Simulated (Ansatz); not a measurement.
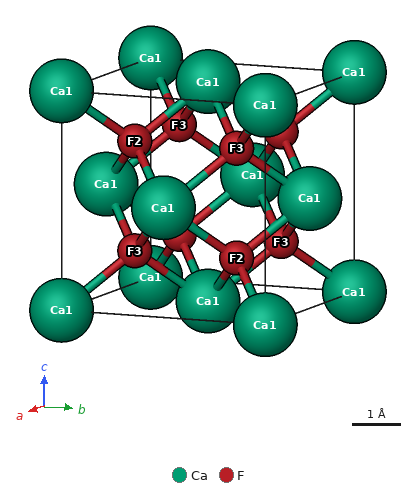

Fig. 1: The input geometry (ball-and-stick view of the cell 4 times as large as that of the calculation, set on its symmetry axes, seen slightly off an axis; atoms are numbered from 1 in the order of the input). An atom can appear more than once, as a periodic image.

# Band-structure calculation, with input and output: CaF2

The run: band-structure calculation of CaF2 (Fm-3m, 3 atoms in the cell). Method and program: DFT, r2SCAN, PAW with Ansatz's default frozen-core files, scalar-relativistic, no spin polarisation (Ansatz 0.2.0).

Its volume is 0.62 times that of the source entry. It belongs to a series of runs on one base structure; here: volume scaled by 0.62, PAW files. Figures and captions count atoms from 1; the log counts them from 0 in places.

## The input
```yaml
crystal:
  lattice:
    - [0.0, 2.3190055542, 2.3190055542]
    - [2.3190055542, 0.0, 2.3190055542]
    - [2.3190055542, 2.3190055542, 0.0]
  atoms:
    - { symbol: Ca, position: [0.0, 0.0, 0.0] }
    - { symbol: F, position: [0.25, 0.25, 0.25] }
    - { symbol: F, position: [0.75, 0.75, 0.75] }
kpoints:
  mp_grid: { grid: [11, 11, 11] }
  band_path:
    path:
      - [0.0, 0.0, 0.0]
      - [0.5, 0.0, 0.5]
      - [0.625, 0.25, 0.625]
      - [0.375, 0.375, 0.75]
      - [0.0, 0.0, 0.0]
      - [0.5, 0.5, 0.5]
      - [0.5, 0.25, 0.75]
      - [0.5, 0.0, 0.5]
    npoints: 8
scf:
  occupations: { method: fermi_dirac, width: 0.1 }
hamiltonian:
  xc: r2scan
  pseudopotentials: { kind: paw }
output:
  forces: true
  stress: true
  eigenvalues: true
  populations: true
  dos: { projected: true, de: 0.2, e_range: [-14, 8] }
```

Launched with:
```bash
ansatz run input.yaml --threads 1 --pin off --max-ram 3072MiB --backend cpu --events-out ev --progress --plain --runs-dir out
```

## Output
```
Engine: ansatz 0.2.0, aarch64-unknown-linux-gnu
Pseudopotentials: kind: paw
Pseudopotential: Ca, paw, valence charge 10, recommended cutoff 500 eV (meta_gga), Ca.paw.azcp
Pseudopotential: F, paw, valence charge 7, recommended cutoff 500 eV (meta_gga), F.paw.azcp
Functional definition: r2SCAN
  parameter k0 = 0.174
  parameter k1 = 0.065
  parameter a1 = 4.9479
  exchange = r2scan_x(k0 = k0, k1 = k1, a1 = a1)
  correlation = r2scan_c
Crystal: 3 atoms, lattice volume = 24.942 Å³
Basis set: ecut = 500 eV, 609 PW (Γ), exchange–correlation on 96×96×96 points (64 copies of the dense FFT grid, shifted against one another)
Bands: 16, of which v1, the nominal top of the filled ones, is band 12 counted from 1 (11 counted from 0)
Symmetry: 48 space group operations
Space group: Fm-3m (ITA 225), of the structure as read, at distance tolerance 2.9e-5 Å
k-points: 56 of 1331
Non-local potential: Ca, projectors of the file, l = 0: 3, l = 1: 2, l = 2: 2
Non-local potential: F, projectors of the file, l = 0: 2, l = 1: 2, l = 2: 1
PAW form: soft (Blöchl's): semilocal exchange-correlation on the pseudo side does not see the compensation charge
PAW frozen core: Ca, regenerated for the run's functional (the file was generated under x = pbe(κ = 0.804, μ = 0.2195149727645171), c = pbe(β = 0.06672455060314922))
PAW frozen core: F, regenerated for the run's functional (the file was generated under x = pbe(κ = 0.804, μ = 0.2195149727645171), c = pbe(β = 0.06672455060314922))
PAW one-centre angular grid: Ca, 302 points (default); XC on 160 Gauss nodes
PAW one-centre angular grid: F, 302 points (default); XC on 160 Gauss nodes
Initial density: superposition of atomic densities (neutral atoms: chi_scale 0, normalization atom), corrected by the library's trained network
Initial wavefunctions: pseudopotential atomic-orbital guess
Functional: x = r2scan, c = r2scan; τ floored in thin density (d = 2e-4 eV/Å³)
SCF iter   1: F=—  HF=-3444.103073 eV  |F-HF|=—  |Δ(HF+E_count)|=         —  Δρ=1.29e-2  dr2=3.76e-2  dr2_τ=2.00e-1  ethr=1.77e-3  ⟨swp⟩=6.3  Hψ=5837  notcnv=0
preconditioner: auto → none  [insulator: Δε(μ)=10.429 eV  Ē_g=24.786 eV  σ=0.100 eV  W_gap=1.00  n_scr=14 (ndim 8)  ℏωp=36.4 eV  f_vac=0.054  D(μ)=0.00/eV (n_scr^D=0)  ε∞_Penn≈3.2]
SCF iter   2: F=—  HF=-3444.261983 eV  |F-HF|=—  |Δ(HF+E_count)|=   1.59e-1  Δρ=6.02e-3  dr2=2.32e-3  dr2_τ=1.12e-3  ethr=1.56e-4  ⟨swp⟩=2.1  Hψ=2209  notcnv=0
SCF iter   3: F=—  HF=-3444.262448 eV  |F-HF|=—  |Δ(HF+E_count)|=   4.65e-4  Δρ=2.25e-3  dr2=4.46e-4  dr2_τ=1.26e-4  ethr=9.69e-6  ⟨swp⟩=2.0  Hψ=1252  notcnv=0
SCF iter   4: F=—  HF=-3444.262686 eV  |F-HF|=—  |Δ(HF+E_count)|=   2.38e-4  Δρ=1.03e-3  dr2=8.23e-5  dr2_τ=2.48e-5  ethr=1.86e-6  ⟨swp⟩=1.0  Hψ=896  notcnv=0
SCF iter   5: F=—  HF=-3444.262716 eV  |F-HF|=—  |Δ(HF+E_count)|=   2.95e-5  Δρ=2.21e-4  dr2=3.63e-6  dr2_τ=9.28e-7  ethr=3.43e-7  ⟨swp⟩=2.9  Hψ=1636  notcnv=0
SCF iter   6: F=-3444.262717 eV  HF=-3444.262717 eV  |F-HF|=1.11e-8  |Δ(HF+E_count)|=   7.32e-7  Δρ=2.27e-5  dr2=4.26e-8  dr2_τ=1.07e-8  ethr=4.17e-10  ⟨swp⟩=4.2  Hψ=4714  notcnv=0
SCF 1 converged in 6 iterations: F = -3444.262717 eV  dr2 = 4.26e-8
  greatest PAW one-centre occupation: 1.001 electrons in one spin orbital (limit 2), on the Ca atom at site 0 (counted from 0), in its partial waves of l = 1
NSCF: frozen V_eff on 57 k-points
SCF converged after 6 iterations
Free energy (F): -3444.262717 eV
Harris-Foulkes:  -3444.262717 eV  (|F-HF|=1.11e-8)
Internal energy: -3444.262717 eV  (E = F + TS)
E sigma→0 (E₀):  -3444.262717 eV
Fermi energy:    14.117190 eV
--- Per-component energies (eV) ---
  E_band       = -57.762385
  E_kinetic    = 724.942635
  E_local      = -1379.584730  (includes V_loc(G=0)·N_el)
  E_nonlocal   = 213.049398
  E_hartree    = 499.142347
  E_xc         = -303.664838
  E_vxc        = -436.736244  (∫ρ·V_xc dr)
  E_paw        = -1274.287828  (= ΣΔE_a)
  E_vpaw       = -205.357414  (= ΣTr[D̂ρ^β])
  E_aug_tail   = 0.002185  (compensation charges beyond the density's cutoff)
  E_vtau       = 27.633011  (kinetic-family band-sum trace: ∫τ·v_τ [+ j·A + Jᵃ·Aᵃ] dr)
  E_ewald      = -1923.578438
  E_core_change = -0.283448  (= ΣΔE_core)
  E_smearing   = -0.000000  (= −TS)
  E_closure    = -0.000000  (closes the sum)
  Σ components = -3444.262717   (vs F -3444.262717, Δ=0.00e0)
--- Forces (eV/Å), atoms counted from 1 ---
  atom   1  Ca    -0.00000000    -0.00000000    -0.00000000
  atom   2  F     -0.00000000    -0.00000000     0.00000000
  atom   3  F     -0.00000000     0.00000000    -0.00000000
  max |Σ_I F_I| component: 4.16e-17 eV/Å
--- Stress (GPa, compression-positive) ---
      124.911592      -0.000000       0.000000
        0.000000     124.911592      -0.000000
       -0.000000      -0.000000     124.911592
  P = ⅓ Tr σ = 124.9116 GPa (1249.116 kbar)
--- Band table (eV; the first three rows and the last of 56) ---
  k-point 0: bands = ["-26.5855", "-13.1809", "-11.8450", "-6.2652", "-6.2652", "-6.2652", "4.7445", "4.7445", "4.7445", "8.7325", "8.7325", "8.7325", "20.4427", "20.6291", "20.6291", "25.7662"]
  k-point 1: bands = ["-26.5524", "-13.2857", "-11.9130", "-6.2909", "-6.2909", "-6.1813", "4.8339", "4.8339", "4.9719", "8.5802", "8.6643", "8.6643", "20.6922", "20.7005", "20.7005", "25.5687"]
  k-point 2: bands = ["-26.4619", "-13.5430", "-12.1220", "-6.3587", "-6.3587", "-5.9340", "5.0724", "5.0724", "5.5628", "8.2063", "8.4930", "8.4930", "20.8735", "20.8735", "21.2334", "25.1988"]
  k-point 55: bands = ["-25.9955", "-14.0331", "-13.8062", "-7.0563", "-5.6525", "-5.2652", "5.2842", "5.9977", "7.4797", "7.5660", "8.4511", "8.7738", "19.5692", "21.9648", "23.2154", "23.4324"]
--- Löwdin populations: 3 sites ---
  site symbol       q [e]
     0     Ca      8.2206
     1      F      7.7605
     2      F      7.7605
  spilling = 0.010766 (of n_electrons = 24.000000)
```

## File populations.tsv
```
# site	symbol	l	j	q
# orbitals = lowdin
# n_electrons = 24.000000
# spilling = 0.010766
0	Ca	0_3S	-	1.964406
0	Ca	0_4S	-	0.277558
0	Ca	1_3P	-	5.978598
1	F	0_2S	-	1.916928
1	F	1_2P	-	5.843599
2	F	0_2S	-	1.916928
2	F	1_2P	-	5.843599
```

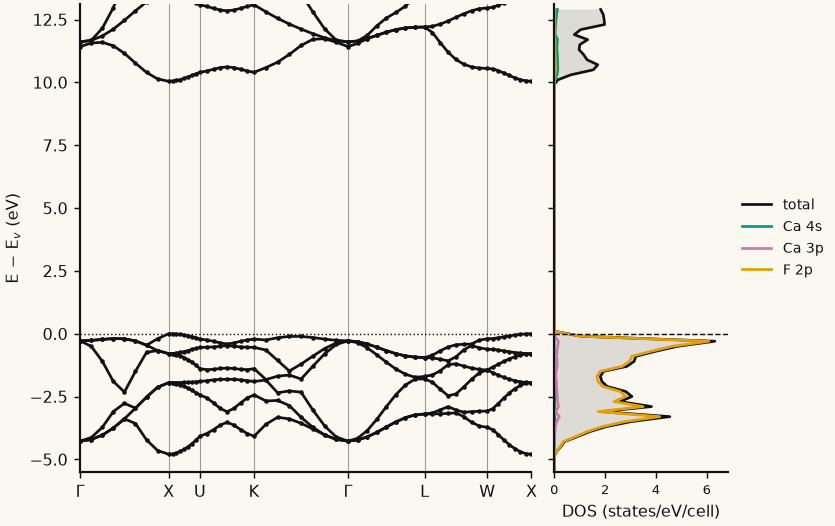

Fig. 2: Band structure along Γ–X–U–K–Γ–L–W–X and density of states (projected on Löwdin-orthogonalised atomic shells), with energies from the valence-band top. There is a gap of 10.04 eV on this path, direct, at X.

## Key numbers

- outcome: converged
- space group (tolerance 0.01 Å): Fm-3m (225)
- electrons treated: 24
- free energy: −3444.2627 eV
- Fermi energy: 14.117 eV
- gap on the k-point mesh: 10.12 eV
- pressure: 124.91 GPa
- largest force (length of the vector): under 0.001 eV/Å
- hardware: 1 thread of Arm Neoverse V1, 24 GiB of memory available, shared host
- wall time: 5 s
- peak memory: 0.35 GiB

## Remarks

The cell is under a pressure of 125 GPa at this level, so it is not at its equilibrium volume.
